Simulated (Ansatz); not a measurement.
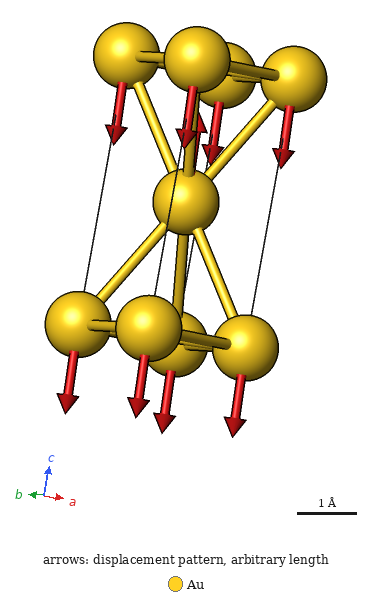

Lattice vibrations of a crystal of Au, space group Fm-3m (No. 225), at the zone centre of a doubled cell. The levels lie at 59 (×2), 152 cm⁻¹. One mode is drawn. The red arrows are the displacements of the atoms (eigenvector over the root of the mass), of arbitrary overall length and sign. Style: ball-and-stick. Shown: the cell of the calculation, from a free direction.

Theory: Ansatz, DFT PBEsol, scalar-relativistic, plane waves, PAW. (plane-wave cutoff 420 eV; k-point mesh 24 × 24 × 24; occupations gaussian; smearing width 0.15 eV; no spin polarisation)

### To which level does it belong?

The level at 152 cm⁻¹. This is a non-degenerate mode, the highest level (the three translations aside). All motion is along [1 1 −3] of the drawn cell; atoms of one kind move against one another, with no net shift of their sublattice. It changes sign from one half of the doubled cell to the other: it belongs to the zone boundary, q = (0, 0, 1/2) in the reciprocal vectors of the undoubled cell.
